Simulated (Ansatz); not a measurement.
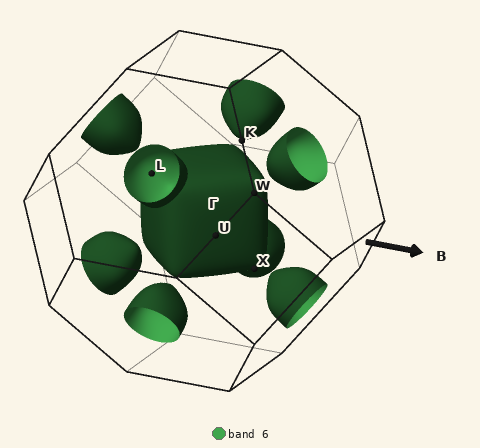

A band of Ti in space group Fm-3m with a closed pocket at the Fermi level (other bands may have more); the arrow B points along ⟨110⟩. One band is drawn. The brighter face of a sheet looks towards empty states. Conventional cell: a = 4.06 Å, b = 4.06 Å, c = 4.06 Å, α = 90.00°, β = 90.00°, γ = 90.00°.

Method: DFT PBE, scalar-relativistic, plane waves, PAW; levels and slopes on a dense k mesh at the converged density in Ansatz 0.2.0. No spin polarisation. The levels come from a k mesh of 34×34×34 points. Unrelaxed database geometry (residual pressure 4 GPa).

> Estimate the largest cross-section normal to ⟨110⟩, and the quantum-oscillation frequency for a field along ⟨110⟩, of the pocket of band 6 at Γ.

The hole pocket of band 6 at Γ: about 1.3 Å⁻², so F = ħA/2πe ≈ 14 kT; it holds 0.14 holes per cell.

A magnetic state wasn't tried and may lie lower. Necks and pockets thinner than about two mesh steps aren't resolved, so separate pockets may in truth be joined.
